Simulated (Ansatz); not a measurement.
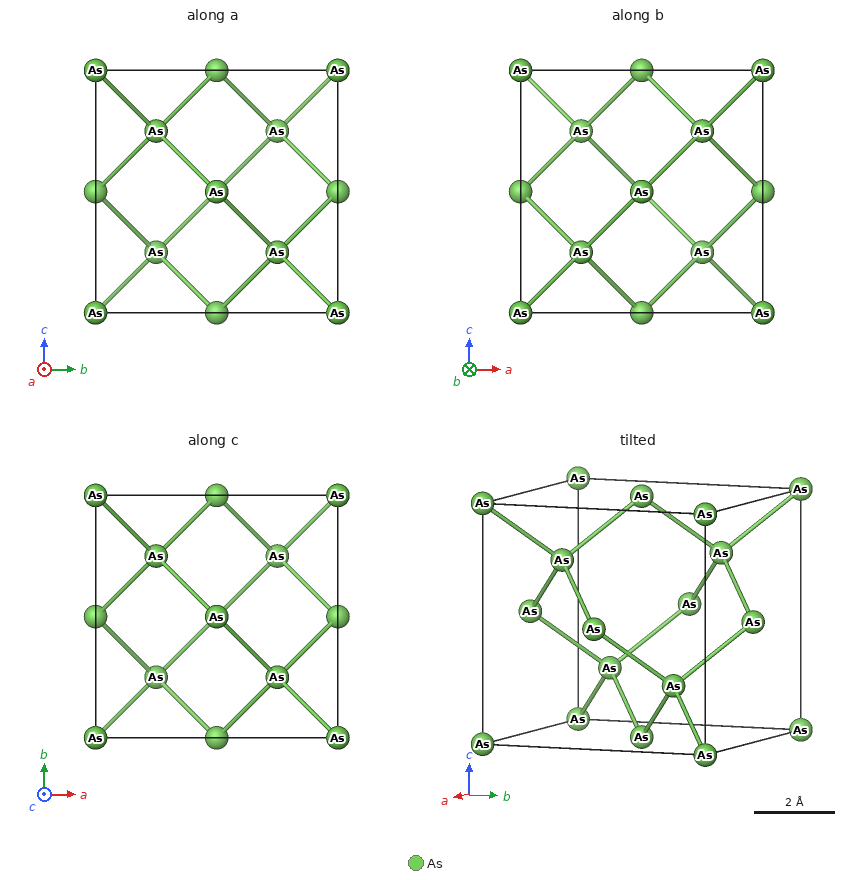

The figure gives a ball-and-stick picture of the atoms, viewed along the a axis, along the b axis, along the c axis and slightly off an axis. The frame is the conventional unit cell; atoms at its boundary are shown with their periodic copies.

Lattice parameters: a = 6.1161 Å, b = 6.1161 Å, c = 6.1161 Å, α = 90.000°, β = 90.000°, γ = 90.000°.

> Record the structure as a CIF with its space group and independent sites.

```cif
data_structure
_symmetry_space_group_name_H-M 'F d -3 m :1'
_symmetry_Int_Tables_number 227
_cell_length_a 6.1161
_cell_length_b 6.1161
_cell_length_c 6.1161
_cell_angle_alpha 90.000
_cell_angle_beta 90.000
_cell_angle_gamma 90.000
_cell_volume 228.79
loop_
_atom_site_label
_atom_site_type_symbol
_atom_site_symmetry_multiplicity
_atom_site_Wyckoff_symbol
_atom_site_fract_x
_atom_site_fract_y
_atom_site_fract_z
_atom_site_occupancy
As1 As 8 a 0.2500 0.7500 0.7500 1
```

Starting structure: a structure type filled with this element by a generator (whether the element takes this form wasn't checked). Earlier steps of the study may have refined or changed the cell and positions. It was run through Ansatz as a DFT input.
